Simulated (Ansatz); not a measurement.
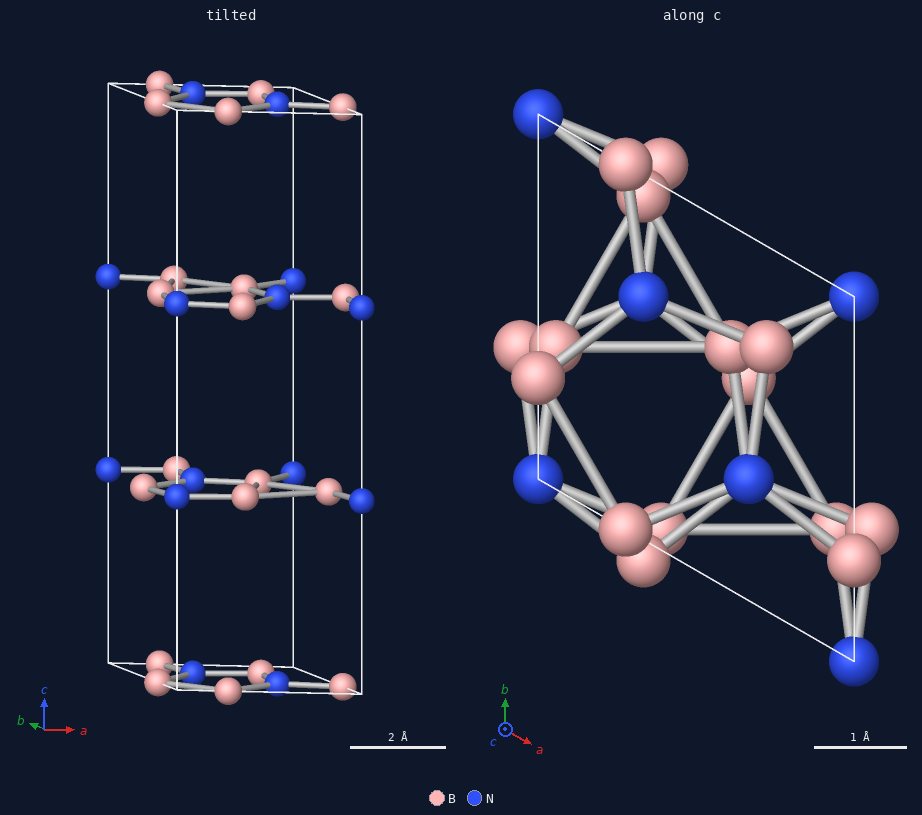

Ball-and-stick drawing of the structure, looking slightly off an axis and along the c axis. Thin lines show the conventional unit cell, with boundary atoms drawn in all their periodic places. Cell: a = 3.97 Å, b = 3.97 Å, c = 12.46 Å, α = 90.00°, β = 90.00°, γ = 120.00°.

Source of the structure: a structure type filled with these elements by a generator (whether the compound takes this form wasn't checked). Earlier steps of the study, as a rule a relaxation of our own, may have changed the cell and positions, so they can lie some per cent off the listed ones. It went into a calculation with Ansatz.

Notes on the structure:

Answer. The stoichiometry is B3N2. It takes space group R32 (No. 155) on a rhombohedral (trigonal R) lattice. The cell has 15 atoms, namely 9 B, 6 N. Counting contacts within bonding distance, the coordination numbers are B 4 and N 3.

Electronic-structure method: DFT PBE, scalar-relativistic, plane waves, PAW (Ansatz 0.2.0). Parameters: a kinetic-energy cutoff of 420 eV, k-points about 0.16 Å⁻¹ apart, Gaussian smearing of 0.1 eV, no spin polarisation.

Is it conducting or gapped at this level?

Answer. A metal: bands cross the Fermi level.

What does a Bader analysis give?

Answer. B +1.43 e; N -2.14 e.

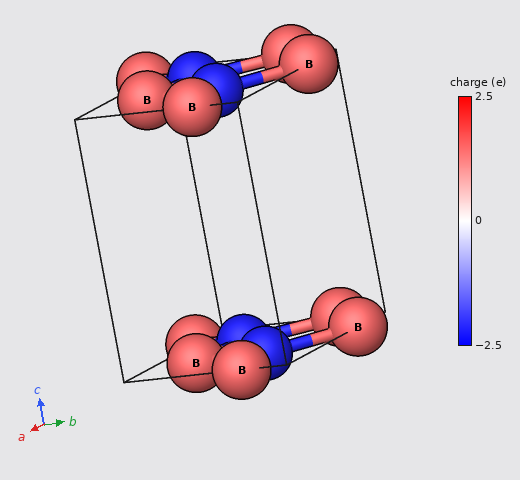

The atoms coloured by those charges. The run's cell of 5 atoms is drawn in a reduced setting, so axes and origin can differ from the first picture.

Has the structure come to rest?

Answer. Yes. All forces vanish to within 0.01 eV/Å. The pressure is 0.0 GPa, close to zero.
